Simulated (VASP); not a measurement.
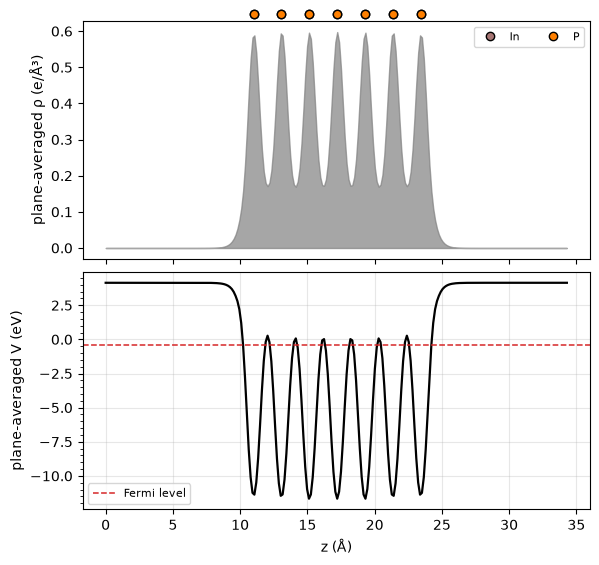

The picture shows: InP (slab). Plane average of the electrostatic potential energy of an electron and of the valence pseudo-density across the slab. Circles mark the heights of the atoms.

Not relaxed (largest force 1.5 eV/Å).

Method: Kohn-Sham DFT of a periodic cell, PBEsol, VASP PAW PBE potentials, recommended in VASP.

In a PAW calculation such maps are meaningful between the atoms, not at the nuclei.

How far above the Fermi level of the calculation is the vacuum level?

4.6 eV. The slab has a gap, so the Fermi level lies inside it and this isn't a work function in the metallic sense.

How thick is the slab, and how wide the vacuum?

The outermost nuclei are 12.4 Å apart, in 7 atomic planes; the vacuum between periodic images is 22.0 Å wide.
